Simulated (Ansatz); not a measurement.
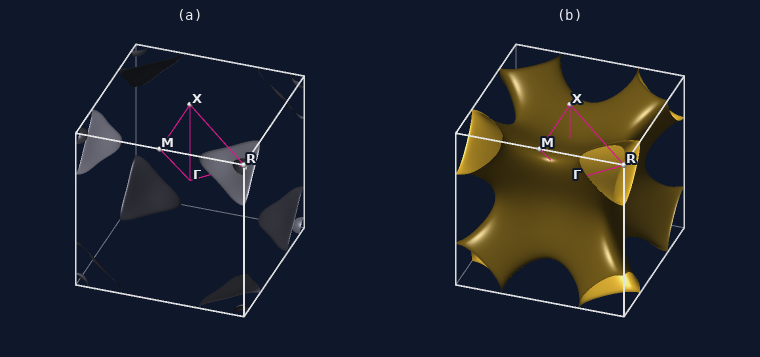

A computed Fermi surface in the first Brillouin zone. Each panel holds one band. The brighter face of a sheet looks towards empty states.

Which Bravais lattice has this zone?

Simple cubic.

What do the sheets look like?

Panel (a): one hole pocket in a ring or shell around R (3.5 % of the zone) and the filled part inside that ring or shell, no pocket of its own (0.15 % of the zone).
Panel (b): a multiply connected open sheet, with filled and empty regions both running through the repeated zones in all directions (the band is filled at M and X and empty at Γ and R).
A pocket cut by a face of the zone is counted once with the part on the opposite face.

The surface was computed for InPd (space group Pm-3m, No. 221); other compounds with the same structure and electron count can look alike.

The calculation used DFT PBE, scalar-relativistic, plane waves, PAW; levels and slopes on a dense k mesh at the converged density in Ansatz 0.2.0. No spin polarisation. Mesh 34×34×34, interpolated with the band slopes. Unrelaxed database geometry (residual pressure 4 GPa). The cell comes from a database of computed structures, not from a measurement.

Spin-orbit coupling is left out; with In and Pd it can split, shift or remove sheets. Necks and pockets thinner than about two mesh steps aren't resolved, so separate pockets may in truth be joined.
